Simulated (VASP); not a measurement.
# Band-structure calculation of GaN

GaN (I-4m2, 2 atoms in the cell), computed with DFT, PBE, plane waves, PAW (VASP 6.6.1).

The structure was built on a prototype by a generator. The geometry comes from this level: r2SCAN (a point of a series of strains). It belongs to a series of runs on one base structure; here: epitaxial_xy strain -2.0%.

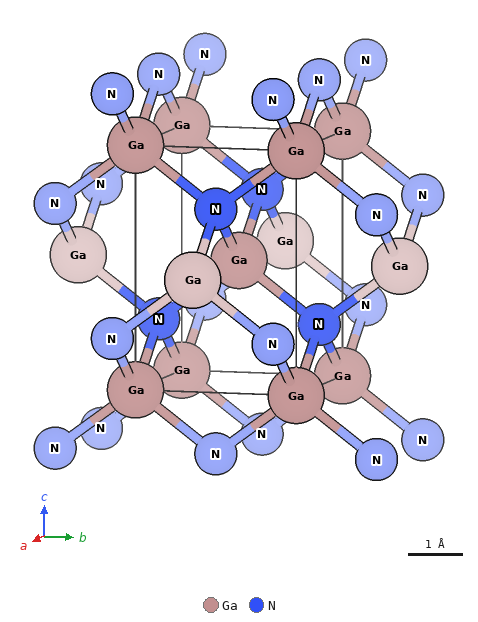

*The structure as given in the input (ball-and-stick view of the cell 2 times as large as that of the calculation, set on its symmetry axes, seen slightly off an axis; neighbours outside the cell are drawn fainter).*

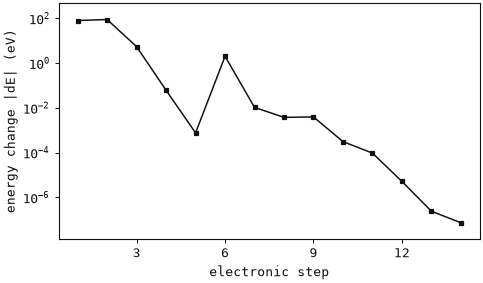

*Convergence of the self-consistent field: energy change |dE| against the electronic step.*

It takes 14 electronic steps. The density is held fixed in the first few steps, and dE rises again when its update begins.

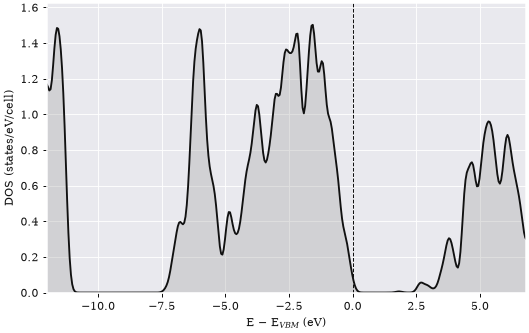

*Density of states (the curve is built from the levels of the k mesh with Gaussians 0.3 eV wide, which also blur the band edges), with energies from the valence-band top.*

There is a gap of 1.82 eV on the k-point mesh. Small ripples come from the finite k-point mesh.

The input that produced these results follows, with the program's output.

INCAR:
```
ENCUT = 520.000000
SIGMA = 0.020000
EDIFF = 1.00e-07
GGA = PE
PREC = Accurate
IBRION = -1
ISIF = 2
ISMEAR = -1
NBANDS = 16
NELM = 120
NSW = 0
LASPH = .TRUE.
LCHARG = .TRUE.
LELF = .TRUE.
LWAVE = .FALSE.
LREAL = .FALSE.
```

KPOINTS:
```
KPOINTS created by Atomic Simulation Environment
0
Gamma
10 10 10
0 0 0
```

KPOINTS_OPT:
```
special points
6
Reciprocal
0.0000000000 0.0000000000 0.0000000000 1
-0.5000000000 -0.5000000000 0.0000000000 1
-0.3750000000 -0.3750000000 0.2500000000 1
-0.3750000000 0.0000000000 0.3750000000 1
0.0000000000 0.0000000000 0.5000000000 1
-0.5000000000 -0.2500000000 0.2500000000 1
```

POSCAR:
```
Ga N
 1.0000000000000000
     0.0000000000000000    2.2030739097000001    2.2968536679999998
     2.2030739097000001    0.0000000000000000    2.2968536679999998
     2.2030739097000001    2.2030739097000001    0.0000000000000000
 Ga  N
   1   1
Cartesian
  0.0000000000000000  0.0000000000000000  0.0000000000000000
  1.1015369548499998  1.1015369548499998  1.1484268339999997
```

Command:
```bash
mpirun -np 1 vasp_std
```

OSZICAR:
```
N       E                     dE             d eps       ncg     rms          rms(c)
DAV:   1     0.811546206421E+02    0.81155E+02   -0.93852E+03  3704   0.204E+03
DAV:   2    -0.860437428914E+01   -0.89759E+02   -0.83828E+02  3784   0.328E+02
DAV:   3    -0.140857783874E+02   -0.54814E+01   -0.54625E+01  3744   0.693E+01
DAV:   4    -0.141474284329E+02   -0.61650E-01   -0.61642E-01  4216   0.788E+00
DAV:   5    -0.141482009332E+02   -0.77250E-03   -0.77250E-03  3904   0.780E-01    0.781E+00
DAV:   6    -0.121012450455E+02    0.20470E+01   -0.48764E+00  4960   0.406E+01    0.268E+00
DAV:   7    -0.121118628706E+02   -0.10618E-01   -0.33372E-01  3664   0.652E+00    0.178E+00
DAV:   8    -0.121080494884E+02    0.38134E-02   -0.53485E-02  3752   0.332E+00    0.751E-01
DAV:   9    -0.121040739892E+02    0.39755E-02   -0.14499E-02  4960   0.284E+00    0.186E-01
DAV:  10    -0.121043878556E+02   -0.31387E-03   -0.15678E-03  3912   0.570E-01    0.862E-02
DAV:  11    -0.121042914781E+02    0.96378E-04   -0.28783E-04  4888   0.252E-01    0.105E-02
DAV:  12    -0.121042967024E+02   -0.52244E-05   -0.29307E-05  3768   0.531E-02    0.115E-02
DAV:  13    -0.121042964592E+02    0.24328E-06   -0.79444E-07  4168   0.152E-02    0.345E-03
DAV:  14    -0.121042963848E+02    0.74385E-07   -0.52438E-08  2904   0.300E-03
   1 F= -.12104296E+02 E0= -.12104296E+02  d E =-.829959E-11
       N       E                     dE             ncg
DAV:   1     0.224917945154E+04   -0.41898E+04      232
DAV:   2     0.176731572205E+04   -0.48186E+03      216
DAV:   3     0.173973145121E+04   -0.27584E+02      240
DAV:   4     0.173945142801E+04   -0.28002E+00      240
DAV:   5     0.173944742894E+04   -0.39991E-02      232
DAV:   6     0.173944728083E+04   -0.14811E-03      264
DAV:   7     0.173944727942E+04   -0.14099E-05      256
DAV:   8     0.173944727937E+04   -0.50202E-07      208
```

Parts of OUTCAR:
```
k-points           NKPTS =    102   k-points in BZ     NKDIM =    102   number of bands    NBANDS=     16

   NELECT =      18.0000    total number of electrons

   dimension x,y,z NGX =    24 NGY =   24 NGZ =   24
   dimension x,y,z NGXF=    48 NGYF=   48 NGZF=   48

  energy-cutoff  :      520.00
  volume of cell :       22.30
      direct lattice vectors                 reciprocal lattice vectors
     0.000000000  2.203073910  2.296853668    -0.226955618  0.226955618  0.217689097
     2.203073910  0.000000000  2.296853668     0.226955618 -0.226955618  0.217689097
     2.203073910  2.203073910  0.000000000     0.226955618  0.226955618 -0.217689097

 k-points in reciprocal lattice and weights: KPOINTS created by Atomic Simulation Env
   0.00000000  0.00000000  0.00000000       0.001
   0.10000000 -0.00000000  0.00000000       0.008
   0.20000000 -0.00000000  0.00000000       0.008
   0.30000000  0.00000000  0.00000000       0.008
   0.40000000 -0.00000000  0.00000000       0.008
   0.50000000 -0.00000000  0.00000000       0.004
   0.10000000  0.10000000  0.00000000       0.002
   0.20000000  0.10000000  0.00000000       0.008
   0.30000000  0.10000000  0.00000000       0.008
   0.40000000  0.10000000  0.00000000       0.008
   0.50000000  0.10000000  0.00000000       0.008
  -0.40000000  0.10000000  0.00000000       0.008
  -0.30000000  0.10000000  0.00000000       0.008
  -0.20000000  0.10000000  0.00000000       0.008
  -0.10000000  0.10000000  0.00000000       0.004
   0.20000000  0.20000000  0.00000000       0.002
   0.30000000  0.20000000  0.00000000       0.008
   0.40000000  0.20000000  0.00000000       0.008
   0.50000000  0.20000000  0.00000000       0.008
  -0.40000000  0.20000000  0.00000000       0.008
  -0.30000000  0.20000000  0.00000000       0.008
  -0.20000000  0.20000000  0.00000000       0.004
   0.30000000  0.30000000  0.00000000       0.002
   0.40000000  0.30000000  0.00000000       0.008
   0.50000000  0.30000000  0.00000000       0.008
  -0.40000000  0.30000000  0.00000000       0.008
  -0.30000000  0.30000000  0.00000000       0.004
   0.40000000  0.40000000  0.00000000       0.002
   0.50000000  0.40000000  0.00000000       0.008
  -0.40000000  0.40000000  0.00000000       0.004
   0.50000000  0.50000000  0.00000000       0.001
   0.10000000  0.00000000  0.10000000       0.004
   0.20000000  0.00000000  0.10000000       0.016
   0.30000000  0.00000000  0.10000000       0.016
   0.40000000  0.00000000  0.10000000       0.016
   0.50000000 -0.00000000  0.10000000       0.016
  -0.40000000  0.00000000  0.10000000       0.016
  -0.30000000  0.00000000  0.10000000       0.016
  -0.20000000  0.00000000  0.10000000       0.016
  -0.10000000  0.00000000  0.10000000       0.008
   0.30000000  0.20000000  0.10000000       0.008
   0.40000000  0.20000000  0.10000000       0.016
   0.50000000  0.20000000  0.10000000       0.016
  -0.40000000  0.20000000  0.10000000       0.016
  -0.30000000  0.20000000  0.10000000       0.016
  -0.20000000  0.20000000  0.10000000       0.016
  -0.10000000  0.20000000  0.10000000       0.008
   0.40000000  0.30000000  0.10000000       0.008
   0.50000000  0.30000000  0.10000000       0.016
  -0.40000000  0.30000000  0.10000000       0.016
  -0.30000000  0.30000000  0.10000000       0.016
  -0.20000000  0.30000000  0.10000000       0.008
   0.50000000  0.40000000  0.10000000       0.008
  -0.40000000  0.40000000  0.10000000       0.016
  -0.30000000  0.40000000  0.10000000       0.008
  -0.40000000  0.50000000  0.10000000       0.004
   0.20000000  0.00000000  0.20000000       0.004
   0.30000000 -0.00000000  0.20000000       0.016
   0.40000000 -0.00000000  0.20000000       0.016
   0.50000000 -0.00000000  0.20000000       0.016
  -0.40000000  0.00000000  0.20000000       0.016
  -0.30000000  0.00000000  0.20000000       0.016
  -0.20000000  0.00000000  0.20000000       0.008
   0.30000000  0.10000000  0.20000000       0.008
   0.40000000  0.10000000  0.20000000       0.016
   0.50000000  0.10000000  0.20000000       0.016
  -0.40000000  0.10000000  0.20000000       0.008
   0.50000000  0.30000000  0.20000000       0.008
  -0.40000000  0.30000000  0.20000000       0.016
  -0.30000000  0.30000000  0.20000000       0.016
  -0.20000000  0.30000000  0.20000000       0.016
  -0.10000000  0.30000000  0.20000000       0.008
  -0.40000000  0.40000000  0.20000000       0.008
  -0.30000000  0.40000000  0.20000000       0.016
  -0.20000000  0.40000000  0.20000000       0.008
  -0.30000000  0.50000000  0.20000000       0.004
   0.30000000  0.00000000  0.30000000       0.004
   0.40000000 -0.00000000  0.30000000       0.016
   0.50000000 -0.00000000  0.30000000       0.016
  -0.40000000  0.00000000  0.30000000       0.016
  -0.30000000  0.00000000  0.30000000       0.008
   0.40000000  0.10000000  0.30000000       0.008
   0.50000000  0.10000000  0.30000000       0.016
  -0.40000000  0.10000000  0.30000000       0.016
  -0.30000000  0.10000000  0.30000000       0.016
  -0.20000000  0.10000000  0.30000000       0.008
  -0.30000000  0.40000000  0.30000000       0.008
  -0.20000000  0.40000000  0.30000000       0.016
  -0.10000000  0.40000000  0.30000000       0.008
  -0.20000000  0.50000000  0.30000000       0.004
   0.40000000  0.00000000  0.40000000       0.004
   0.50000000 -0.00000000  0.40000000       0.016
  -0.40000000  0.00000000  0.40000000       0.008
   0.50000000  0.10000000  0.40000000       0.008
  -0.40000000  0.10000000  0.40000000       0.016
  -0.30000000  0.10000000  0.40000000       0.008
  -0.40000000  0.20000000  0.40000000       0.008
  -0.30000000  0.20000000  0.40000000       0.008
  -0.10000000  0.50000000  0.40000000       0.004
   0.50000000  0.00000000  0.50000000       0.002
  -0.40000000  0.10000000  0.50000000       0.004
  -0.30000000  0.20000000  0.50000000       0.004

 E-fermi :   6.0233

 k-point     1 :       0.0000    0.0000    0.0000
  band No.  band energies     occupation
      1     -10.5873      2.00000
      2      -7.9304      2.00000
      3      -7.8816      2.00000
      4      -7.8816      2.00000
      5      -7.5542      2.00000
      6      -7.5515      2.00000
      7       5.4290      2.00000
      8       5.6407      2.00000
      9       5.6407      2.00000
     10       7.4586      0.00000
     11      16.0122      0.00000
     12      16.0122      0.00000
     13      16.1247      0.00000
     14      23.5368      0.00000
     15      23.7349      0.00000
     16      24.7539      0.00000

 k-point     2 :       0.1000   -0.0000    0.0000
  band No.  band energies     occupation
      1     -10.4709      2.00000
      2      -7.9089      2.00000
      3      -7.8671      2.00000
      4      -7.8517      2.00000
      5      -7.5542      2.00000
      6      -7.5540      2.00000
      7       4.4736      2.00000
      8       5.3858      2.00000
      9       5.5405      2.00000
     10       8.2996      0.00000
     11      15.5080      0.00000
     12      16.2061      0.00000
     13      16.2602      0.00000
     14      22.5194      0.00000
     15      23.6810      0.00000
     16      23.7792      0.00000

 k-point     3 :       0.2000   -0.0000    0.0000
  band No.  band energies     occupation
      1     -10.1745      2.00000
      2      -7.8676      2.00000
      3      -7.8331      2.00000
      4      -7.7037      2.00000
      5      -7.5563      2.00000
      6      -7.5476      2.00000
      7       2.6384      2.00000
      8       5.0856      2.00000
      9       5.2946      2.00000
     10       9.3844      0.00000
     11      14.6988      0.00000
     12      16.4391      0.00000
     13      16.5709      0.00000
     14      21.7807      0.00000
     15      22.7555      0.00000
     16      22.8320      0.00000

 k-point     4 :       0.3000    0.0000    0.0000
  band No.  band energies     occupation
      1      -9.8511      2.00000
      2      -7.8367      2.00000
      3      -7.8024      2.00000
      4      -7.5467      2.00000
      5      -7.5328      2.00000
      6      -7.3072      2.00000
      7       0.7200      2.00000
      8       4.7504      2.00000
      9       5.0175      2.00000
     10      10.0661      0.00000
     11      14.3175      0.00000
     12      16.2911      0.00000
     13      16.6708      0.00000
     14      21.4254      0.00000
     15      23.1241      0.00000
     16      23.1340      0.00000

 k-point     5 :       0.4000   -0.0000    0.0000
  band No.  band energies     occupation
      1      -9.6510      2.00000
      2      -7.8239      2.00000
      3      -7.7891      2.00000
      4      -7.5266      2.00000
      5      -7.5026      2.00000
      6      -6.6860      2.00000
      7      -0.9107      2.00000
      8       4.4989      2.00000
      9       4.8108      2.00000
     10      10.3052      0.00000
     11      14.3558      0.00000
     12      15.9772      0.00000
     13      16.5033      0.00000
     14      21.3269      0.00000
     15      24.4662      0.00000
     16      24.6255      0.00000

 [... the levels of 96 k-points are left out ...]

 k-point   102 :      -0.3000    0.2000    0.5000
  band No.  band energies     occupation
      1      -9.3883      2.00000
      2      -7.7614      2.00000
      3      -7.7076      2.00000
      4      -7.5496      2.00000
      5      -7.5198      2.00000
      6      -5.5573      2.00000
      7      -0.1648      2.00000
      8       1.8722      2.00000
      9       1.8892      2.00000
     10      11.2519      0.00000
     11      13.8793      0.00000
     12      15.9043      0.00000
     13      16.8915      0.00000
     14      20.9227      0.00000
     15      25.4529      0.00000
     16      29.2918      0.00000

  Total        1.6827290      1.6827290      0.9207666      0.0000000     -0.0000000      0.0000000
  in kB      120.9214374    120.9214374     66.1665788      0.0000000     -0.0000000      0.0000000
  external PRESSURE =     102.6698179 kB  Pullay stress =       0.0000000 kB

 POSITION                                       TOTAL-FORCE (eV/Angst)
 -----------------------------------------------------------------------------------
      0.00000      0.00000      0.00000        -0.000000     -0.000000      0.000000
      1.10154      1.10154      1.14843         0.000000      0.000000     -0.000000
 -----------------------------------------------------------------------------------
    total drift:                                0.000000      0.000000      0.000002

  FREE ENERGIE OF THE ION-ELECTRON SYSTEM (eV)
  ---------------------------------------------------
  free  energy   TOTEN  =       -12.1042963848 eV

  energy  without entropy=      -12.1042963848  energy(sigma->0) =      -12.10429638
```

Results in brief:

| quantity | value |
| --- | --- |
| outcome | converged |
| space group (tolerance 0.01 Å) | I-4m2 (119) |
| electrons treated | 18 |
| free energy | −12.1043 eV |
| Fermi energy | 6.023 eV |
| band gap | 1.82 eV |
| pressure | 10.27 GPa |
| largest force (length of the vector) | under 0.001 eV/Å |
| hardware | 1 CPU thread, shared host |
| wall time | 23 s |
| peak memory | 0.18 GiB |

Notes:

The cell is under a pressure of 10.3 GPa at this level, so it is not at its equilibrium volume.
